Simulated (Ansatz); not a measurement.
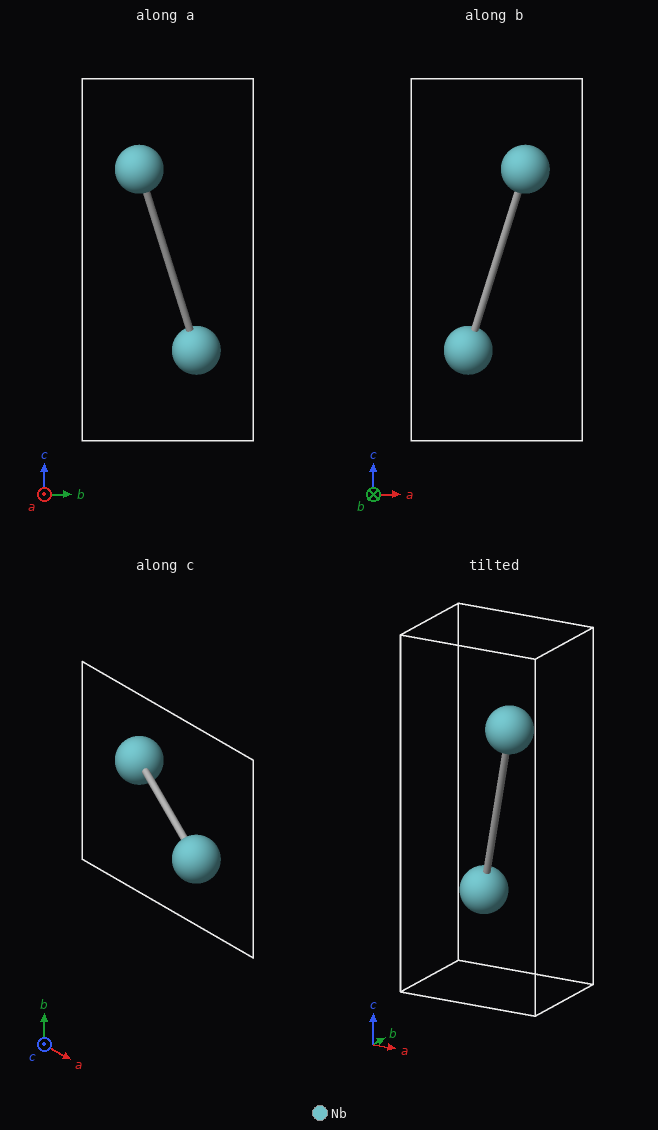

The image is a ball-and-stick drawing of a crystal, viewed along the a axis, along the b axis, along the c axis and slightly off an axis. The conventional unit cell is outlined; an atom on or near a face, edge or corner is repeated at each equivalent position.

Lattice parameters: a = 2.899 Å, b = 2.899 Å, c = 5.309 Å, α = 90.00°, β = 90.00°, γ = 120.00°.

**Set out the cell and atoms as a table of Wyckoff sites.**

Space group P6_3/mmc (No. 194).
```tsv
atom	site	x	y	z
Nb	2c	0.3333	0.6667	0.2500
```

The cell started as a structure type filled with this element by a generator (whether the element takes this form wasn't checked). Earlier steps of the study may have refined or changed the cell and positions. Ansatz was used for an electronic-structure calculation on it.

At this level of theory the cell isn't at rest (stretched, at -6 GPa), so its distances can differ from those at equilibrium, the more so the softer the solid.
